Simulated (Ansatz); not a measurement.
```cif
data_structure
_symmetry_space_group_name_H-M 'P 1'
_symmetry_Int_Tables_number 1
_cell_length_a 3.3250
_cell_length_b 3.3250
_cell_length_c 5.4958
_cell_angle_alpha 90.000
_cell_angle_beta 90.000
_cell_angle_gamma 120.000
_cell_volume 52.62
loop_
_atom_site_label
_atom_site_type_symbol
_atom_site_fract_x
_atom_site_fract_y
_atom_site_fract_z
_atom_site_occupancy
Pb1 Pb 0.33333 0.66667 0.25000 1
Pb2 Pb 0.66667 0.33333 0.75000 1
```

Space group P6₃/mmc; changed on purpose from its base cell (volume × 0.88, shape and atoms relaxed); computed pressure about 8 GPa in this cell.

All numbers below come from Ansatz, DFT PBEsol, scalar-relativistic, plane waves, PAW.

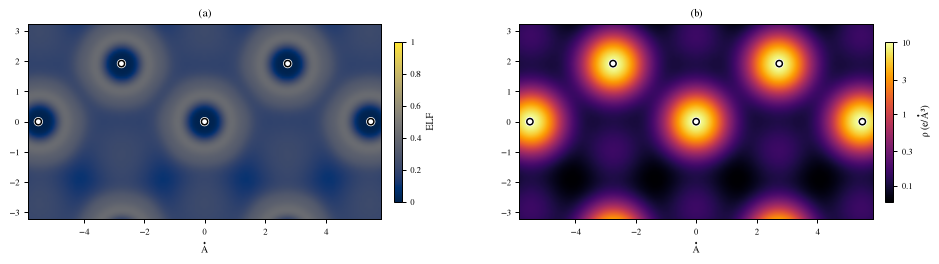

Pb. (a) electron localisation function; (b) valence pseudo-density on the (110) plane of the conventional cell. Circles mark the nuclei in the plane (Pb).

Core electrons are frozen (PAW), and the valence fields are smoothed inside the atomic spheres.

Describe what can be read from this map.

The plane passes through Pb nuclei. Pb–Pb (3.35 Å): the density is about 0.15 e/Å³ at the midpoint; the ELF is about 0.25 at the midpoint (no shared electron pair shows on this line). Between the atoms the lowest density in this plane is 0.06 e/Å³.

Does the calculation give a band gap?

It is metallic or semimetallic at this level of theory: no gap opens.
